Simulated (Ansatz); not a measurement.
## Geometry relaxation, with input and output: WSi$_{2}$ (part 3 of 3)

The same run, continued: WSi$_{2}$ (slab, 27 atoms in the cell); DFT r2SCAN, scalar-relativistic, plane waves, PAW, no spin polarisation (Ansatz 0.2.0); cutoff 500 eV, 11×4×1 k-mesh, Gaussian smearing of 0.1 eV. The structure derives from an entry of the Crystallography Open Database. It belongs to a series of runs on one base structure; here: (1 0 2) slab, atoms relaxed.

**Trajectory as extended XYZ, continued**
```
27
Lattice="3.2113 0.0000 0.0000 0.0000 10.1075 0.0000 0.0000 0.0000 25.7377" Properties=species:S:1:pos:R:3:forces:R:3 step=2 energy=-105074.99275
Si    1.6056    2.0133    7.4652    0.0000  -0.3051  -0.1134
Si    0.0000    4.0815    7.9435    0.0000  -0.0073   0.4424
W     1.6056    6.0108    8.4455    0.0000   0.2874  -0.4049
Si    0.0000    8.0755    8.6771    0.0000   0.0431  -0.1479
Si    1.6056    0.0366    9.1008    0.0000   0.1840  -0.3092
W     0.0000    2.0818    9.6018    0.0000   0.0647   0.2107
Si    1.6056    4.0689    9.9756    0.0000   0.0071  -0.0529
Si    0.0000    6.0942   10.3634    0.0000  -0.1907   0.2240
W     1.6056    8.1141   10.8044    0.0000   0.1843  -0.0108
Si    0.0000    0.0287   11.1922    0.0000   0.0599  -0.1625
Si    1.6056    2.0620   11.6207    0.0000  -0.0925   0.0339
W     0.0000    4.0905   12.0615    0.0000   0.0681   0.5032
Si    1.6056    6.1035   12.4581    0.0000   0.0468   0.0723
Si    0.0000    8.1400   12.8629    0.0000  -0.0430   0.0044
W     1.6056    0.0440   13.2796    0.0000   0.1045  -0.1025
Si    0.0000    2.0562   13.6988    0.0000   0.0204  -0.0609
Si    1.6056    4.1000   14.1129    0.0000  -0.0239  -0.0124
W     0.0000    6.1174   14.5312    0.0000  -0.0440  -0.5158
Si    1.6056    8.1403   14.9555    0.0000   0.1147  -0.2485
Si    0.0000    0.0550   15.3510    0.0000  -0.0660   0.0858
W     1.6056    2.0747   15.7924    0.0000  -0.3054   0.0120
Si    0.0000    4.1313   16.2090    0.0000   0.4246  -0.2758
Si    1.6056    6.1546   16.6537    0.0000  -0.1319   0.0946
W     0.0000    8.1995   16.9004    0.0000  -0.1825   0.3074
Si    1.6056    0.0246   17.4052    0.0000  -0.1524  -0.2227
Si    0.0000    2.1245   17.8530    0.0000  -0.0301  -0.0547
W     1.6056    4.1158   18.0433    0.0000  -0.0328   0.7025
27
Lattice="3.2113 0.0000 0.0000 0.0000 10.1075 0.0000 0.0000 0.0000 25.7377" Properties=species:S:1:pos:R:3:forces:R:3 step=3 energy=-105075.11150
Si    1.6056    2.0046    7.4507    0.0000  -0.2882   0.0442
Si    0.0000    4.1119    8.0132    0.0000  -0.0199   0.1082
W     1.6056    6.0519    8.4486    0.0000  -0.0002  -0.1064
Si    0.0000    8.1127    8.6380    0.0000   0.0414   0.0151
Si    1.6056    0.0780    9.0504    0.0000   0.1552  -0.2835
W     0.0000    2.1161    9.6240    0.0000   0.3363   0.2698
Si    1.6056    4.1073   10.0031    0.0000  -0.1920  -0.0442
Si    0.0000    6.1114   10.3751    0.0000   0.0624   0.0540
W     1.6056    8.1476   10.7792    0.0000  -0.0915   0.0428
Si    0.0000    0.0529   11.1626    0.0000   0.0386  -0.1130
Si    1.6056    2.0787   11.6362    0.0000  -0.0754  -0.0595
W     0.0000    4.1108   12.1093    0.0000  -0.0593  -0.1797
Si    1.6056    6.1249   12.4528    0.0000  -0.0103   0.0843
Si    0.0000    8.1451   12.8405    0.0000   0.0471  -0.0496
W     1.6056    0.0453   13.2612    0.0000  -0.0435   0.1359
Si    0.0000    2.0478   13.7049    0.0000   0.0104   0.0404
Si    1.6056    4.0873   14.1368    0.0000  -0.0516  -0.0067
W     0.0000    6.1028   14.5006    0.0000   0.0136   0.1267
Si    1.6056    8.1224   14.9293    0.0000   0.0001  -0.0759
Si    0.0000    0.0133   15.3439    0.0000   0.1464  -0.0081
W     1.6056    2.0358   15.8003    0.0000  -0.0498   0.0503
Si    0.0000    4.1340   16.2313    0.0000   0.0363  -0.1384
Si    1.6056    6.1081   16.6612    0.0000   0.0774   0.0075
W     0.0000    8.1430   16.8884    0.0000   0.0182   0.0674
Si    1.6056   -0.0397   17.3696    0.0000   0.0046  -0.0301
Si    0.0000    2.0953   17.8591    0.0000  -0.0021  -0.0368
W     1.6056    4.0899   18.0886    0.0000  -0.1040   0.0863
27
Lattice="3.2113 0.0000 0.0000 0.0000 10.1075 0.0000 0.0000 0.0000 25.7377" Properties=species:S:1:pos:R:3:forces:R:3 step=4 energy=-105075.14855
Si    1.6056    1.9454    7.4498    0.0000  -0.1287   0.0537
Si    0.0000    4.1077    8.0381    0.0000   0.0509  -0.0638
W     1.6056    6.0560    8.4424    0.0000  -0.0336  -0.0018
Si    0.0000    8.1220    8.6246    0.0000  -0.0059   0.0529
Si    1.6056    0.0932    9.0102    0.0000  -0.0247  -0.1303
W     0.0000    2.1341    9.6442    0.0000   0.1789   0.1013
Si    1.6056    4.1075   10.0048    0.0000  -0.0992  -0.0159
Si    0.0000    6.1158   10.3760    0.0000   0.0804   0.0148
W     1.6056    8.1517   10.7706    0.0000  -0.0938   0.0464
Si    0.0000    0.0581   11.1449    0.0000   0.0117  -0.0474
Si    1.6056    2.0736   11.6415    0.0000  -0.0335  -0.0189
W     0.0000    4.1090   12.1084    0.0000   0.0658  -0.0145
Si    1.6056    6.1273   12.4600    0.0000  -0.0190  -0.0042
Si    0.0000    8.1505   12.8323    0.0000   0.0442  -0.0244
W     1.6056    0.0466   13.2638    0.0000  -0.0670   0.0816
Si    0.0000    2.0490   13.7107    0.0000   0.0004  -0.0101
Si    1.6056    4.0842   14.1373    0.0000   0.0002  -0.0120
W     0.0000    6.1054   14.5040    0.0000  -0.0426   0.1290
Si    1.6056    8.1260   14.9249    0.0000  -0.0200  -0.0208
Si    0.0000    0.0204   15.3473    0.0000   0.0555  -0.0474
W     1.6056    2.0335   15.8061    0.0000   0.0311   0.0007
Si    0.0000    4.1415   16.2318    0.0000  -0.0404  -0.0262
Si    1.6056    6.1095   16.6732    0.0000   0.0678  -0.0060
W     0.0000    8.1431   16.8916    0.0000   0.0385   0.0018
Si    1.6056   -0.0440   17.3626    0.0000   0.0167   0.0403
Si    0.0000    2.0904   17.8583    0.0000   0.0180  -0.0141
W     1.6056    4.0820   18.0994    0.0000  -0.0521  -0.0643
27
Lattice="3.2113 0.0000 0.0000 0.0000 10.1075 0.0000 0.0000 0.0000 25.7377" Properties=species:S:1:pos:R:3:forces:R:3 step=5 energy=-105075.15838
Si    1.6056    1.9126    7.4540    0.0000  -0.0505   0.0419
Si    0.0000    4.1091    8.0324    0.0000   0.0497  -0.0268
W     1.6056    6.0559    8.4440    0.0000  -0.0460  -0.0267
Si    0.0000    8.1156    8.6355    0.0000   0.0080   0.0030
Si    1.6056    0.0715    8.9893    0.0000   0.0343  -0.0379
W     0.0000    2.1417    9.6489    0.0000  -0.0064  -0.0179
Si    1.6056    4.1027   10.0014    0.0000  -0.0085   0.0041
Si    0.0000    6.1190   10.3799    0.0000   0.0026   0.0358
W     1.6056    8.1469   10.7767    0.0000   0.0131   0.0350
Si    0.0000    0.0591   11.1360    0.0000  -0.0172  -0.0058
Si    1.6056    2.0699   11.6406    0.0000   0.0134  -0.0157
W     0.0000    4.1126   12.1089    0.0000   0.0141   0.0007
Si    1.6056    6.1273   12.4666    0.0000  -0.0138  -0.0160
Si    0.0000    8.1559   12.8340    0.0000  -0.0076   0.0171
W     1.6056    0.0466   13.2668    0.0000  -0.0153   0.0032
Si    0.0000    2.0522   13.7045    0.0000  -0.0099   0.0147
Si    1.6056    4.0847   14.1369    0.0000   0.0249  -0.0231
W     0.0000    6.1055   14.5145    0.0000   0.0187   0.0030
Si    1.6056    8.1272   14.9272    0.0000   0.0096  -0.0125
Si    0.0000    0.0295   15.3447    0.0000  -0.0177   0.0001
W     1.6056    2.0393   15.8017    0.0000   0.0003   0.0185
Si    0.0000    4.1448   16.2261    0.0000  -0.0186   0.0147
Si    1.6056    6.1193   16.6814    0.0000   0.0038  -0.0112
W     0.0000    8.1533   16.8955    0.0000   0.0196   0.0029
Si    1.6056   -0.0338   17.3682    0.0000  -0.0032  -0.0113
Si    0.0000    2.0923   17.8498    0.0000   0.0085  -0.0019
W     1.6056    4.0787   18.0932    0.0000  -0.0071   0.0103
27
Lattice="3.2113 0.0000 0.0000 0.0000 10.1075 0.0000 0.0000 0.0000 25.7377" Properties=species:S:1:pos:R:3:forces:R:3 step=6 energy=-105075.15934
Si    1.6056    1.8963    7.4570    0.0000   0.0118  -0.0129
Si    0.0000    4.1109    8.0268    0.0000   0.0221   0.0006
W     1.6056    6.0533    8.4427    0.0000  -0.0014  -0.0019
Si    0.0000    8.1140    8.6380    0.0000  -0.0059   0.0024
Si    1.6056    0.0684    8.9831    0.0000  -0.0253   0.0189
W     0.0000    2.1412    9.6456    0.0000  -0.0047   0.0016
Si    1.6056    4.1006    9.9996    0.0000   0.0118  -0.0079
Si    0.0000    6.1192   10.3823    0.0000   0.0033   0.0059
W     1.6056    8.1475   10.7807    0.0000  -0.0062  -0.0134
Si    0.0000    0.0584   11.1335    0.0000  -0.0051   0.0053
Si    1.6056    2.0702   11.6373    0.0000   0.0003   0.0089
W     0.0000    4.1133   12.1085    0.0000   0.0029   0.0039
Si    1.6056    6.1266   12.4667    0.0000   0.0023  -0.0115
Si    0.0000    8.1564   12.8370    0.0000  -0.0078  -0.0013
W     1.6056    0.0468   13.2663    0.0000   0.0116   0.0081
Si    0.0000    2.0525   13.7054    0.0000   0.0019   0.0002
Si    1.6056    4.0880   14.1357    0.0000  -0.0036   0.0038
W     0.0000    6.1080   14.5162    0.0000  -0.0023   0.0084
Si    1.6056    8.1297   14.9269    0.0000  -0.0035  -0.0009
Si    0.0000    0.0302   15.3441    0.0000  -0.0008  -0.0001
W     1.6056    2.0412   15.8034    0.0000  -0.0021  -0.0044
Si    0.0000    4.1460   16.2288    0.0000  -0.0103  -0.0025
Si    1.6056    6.1215   16.6827    0.0000  -0.0030  -0.0096
W     0.0000    8.1561   16.8959    0.0000   0.0086   0.0058
Si    1.6056   -0.0321   17.3671    0.0000   0.0019  -0.0016
Si    0.0000    2.0949   17.8510    0.0000   0.0020  -0.0004
W     1.6056    4.0801   18.0964    0.0000   0.0014  -0.0053
27
Lattice="3.2113 0.0000 0.0000 0.0000 10.1075 0.0000 0.0000 0.0000 25.7377" Properties=species:S:1:pos:R:3:forces:R:3 step=7 energy=-105075.15900 accepted=F
Si    1.6056    1.8829    7.4564    0.0000   0.0176   0.0062
Si    0.0000    4.1149    8.0259    0.0000  -0.0156   0.0060
W     1.6056    6.0545    8.4423    0.0000  -0.0018  -0.0055
Si    0.0000    8.1140    8.6362    0.0000  -0.0127   0.0067
Si    1.6056    0.0640    8.9972    0.0000   0.0207  -0.0468
W     0.0000    2.1404    9.6456    0.0000   0.0127  -0.0067
Si    1.6056    4.1014    9.9977    0.0000  -0.0053   0.0002
Si    0.0000    6.1195   10.3828    0.0000   0.0077  -0.0097
W     1.6056    8.1481   10.7793    0.0000  -0.0115   0.0283
Si    0.0000    0.0589   11.1357    0.0000  -0.0015   0.0163
Si    1.6056    2.0710   11.6374    0.0000   0.0017   0.0027
W     0.0000    4.1141   12.1076    0.0000  -0.0071   0.0055
Si    1.6056    6.1271   12.4658    0.0000  -0.0010  -0.0061
Si    0.0000    8.1563   12.8365    0.0000   0.0010  -0.0001
W     1.6056    0.0478   13.2668    0.0000   0.0020   0.0050
Si    0.0000    2.0537   13.7055    0.0000  -0.0029  -0.0018
Si    1.6056    4.0885   14.1348    0.0000   0.0007   0.0019
W     0.0000    6.1085   14.5154    0.0000   0.0009   0.0032
Si    1.6056    8.1303   14.9266    0.0000  -0.0029   0.0017
Si    0.0000    0.0308   15.3442    0.0000   0.0007  -0.0021
W     1.6056    2.0419   15.8028    0.0000  -0.0053  -0.0011
Si    0.0000    4.1457   16.2274    0.0000  -0.0022   0.0006
Si    1.6056    6.1217   16.6805    0.0000   0.0018  -0.0027
W     0.0000    8.1570   16.8960    0.0000  -0.0001  -0.0001
Si    1.6056   -0.0313   17.3665    0.0000   0.0010   0.0014
Si    0.0000    2.0961   17.8509    0.0000   0.0009  -0.0028
W     1.6056    4.0813   18.0950    0.0000   0.0004  -0.0002
27
Lattice="3.2113 0.0000 0.0000 0.0000 10.1075 0.0000 0.0000 0.0000 25.7377" Properties=species:S:1:pos:R:3:forces:R:3 step=8 energy=-105075.15947
Si    1.6056    1.8969    7.4564    0.0000  -0.0006   0.0012
Si    0.0000    4.1138    8.0274    0.0000  -0.0013  -0.0034
W     1.6056    6.0542    8.4424    0.0000   0.0027   0.0033
Si    0.0000    8.1139    8.6385    0.0000  -0.0008  -0.0014
Si    1.6056    0.0670    8.9858    0.0000  -0.0001   0.0005
W     0.0000    2.1414    9.6457    0.0000  -0.0012   0.0014
Si    1.6056    4.1015    9.9987    0.0000  -0.0005   0.0019
Si    0.0000    6.1197   10.3827    0.0000   0.0010  -0.0009
W     1.6056    8.1473   10.7808    0.0000   0.0015  -0.0003
Si    0.0000    0.0582   11.1350    0.0000   0.0021  -0.0013
Si    1.6056    2.0706   11.6378    0.0000  -0.0003  -0.0005
W     0.0000    4.1136   12.1082    0.0000  -0.0024   0.0030
Si    1.6056    6.1267   12.4658    0.0000  -0.0017  -0.0016
Si    0.0000    8.1558   12.8373    0.0000  -0.0002  -0.0006
W     1.6056    0.0471   13.2672    0.0000   0.0011  -0.0011
Si    0.0000    2.0528   13.7055    0.0000  -0.0014  -0.0007
Si    1.6056    4.0877   14.1353    0.0000   0.0004   0.0010
W     0.0000    6.1076   14.5161    0.0000   0.0010   0.0000
Si    1.6056    8.1293   14.9272    0.0000  -0.0011   0.0001
Si    0.0000    0.0297   15.3445    0.0000   0.0010  -0.0017
W     1.6056    2.0406   15.8028    0.0000  -0.0001   0.0029
Si    0.0000    4.1444   16.2276    0.0000  -0.0016   0.0002
Si    1.6056    6.1207   16.6807    0.0000  -0.0001  -0.0005
W     0.0000    8.1560   16.8964    0.0000   0.0007  -0.0001
Si    1.6056   -0.0322   17.3669    0.0000   0.0001   0.0010
Si    0.0000    2.0950   17.8510    0.0000   0.0002  -0.0025
W     1.6056    4.0800   18.0952    0.0000   0.0016   0.0002
```

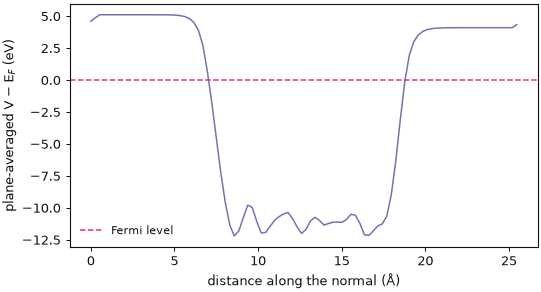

*Plane average of the electrostatic potential energy of an electron across the cell, from the Fermi level.*

The vacuum level lies 4.10 eV above the Fermi level on the upper side and 5.12 eV on the lower.

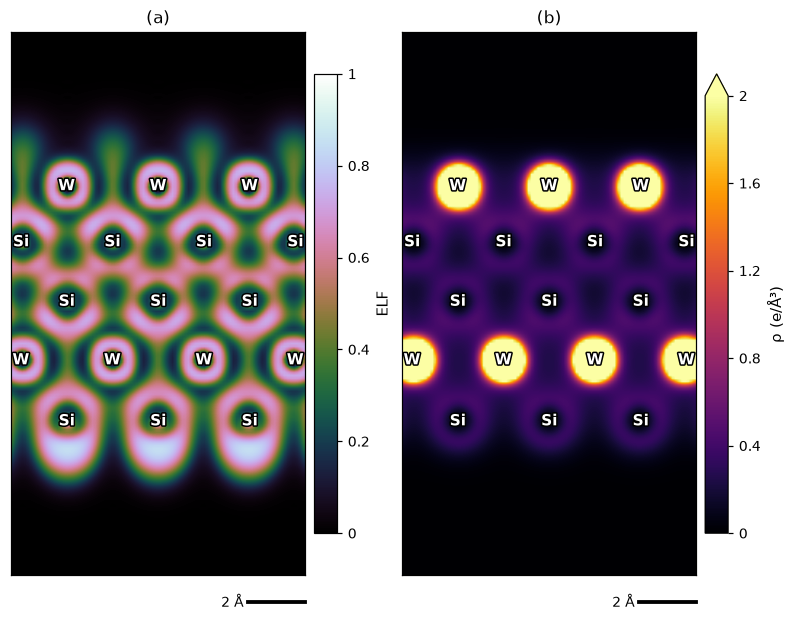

*(a) electron localisation function; (b) valence pseudo-density on the (010) plane of the calculation cell, a cut from vacuum to vacuum.*

The section cuts through Si and W sites. Si–W (2.54 Å): ρ at the midpoint is about 0.49 e/Å³; the ELF is about 0.50 at the midpoint. Si–W (2.61 Å): the density is about 0.43 e/Å³ at the midpoint; the ELF is about 0.45 at the midpoint. The density dies away to nearly zero in the vacuum. The strong features right at W lie inside the PAW spheres (semicore, d or f shells) and say nothing about bonding. The fields are those of the smooth PAW valence density.

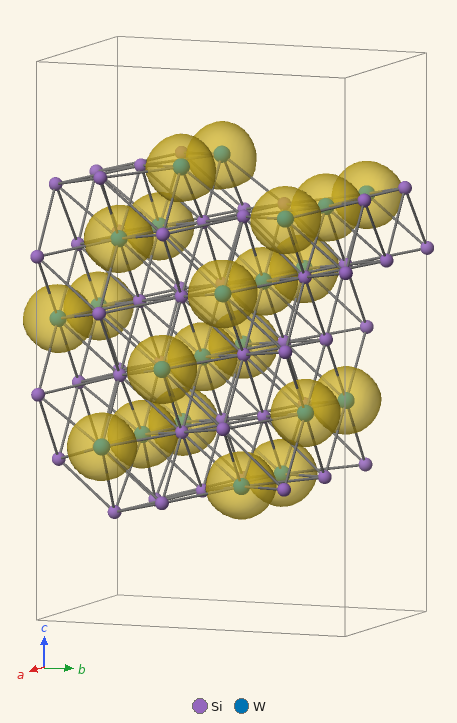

*Isosurface of the valence electron density at 0.6 e/Å³ (yellow), seen slightly off an axis. Sticks mark near contacts.*

At this value the density breaks into separate islands; it holds about 45 % of the electrons treated as valence (semicore included). It is pinched off along the Si–Si (2.38 Å), Si–W (2.46 Å), Si–W (2.52 Å) and Si–Si (2.54 Å) contacts. On the grid the lowest density along these lines, outside the cores, is 0.43 e/Å³ (Si–Si, 2.38 Å), 0.51 e/Å³ (Si–W, 2.46 Å), 0.5 e/Å³ (Si–W, 2.52 Å) and 0.38 e/Å³ (Si–Si, 2.54 Å).
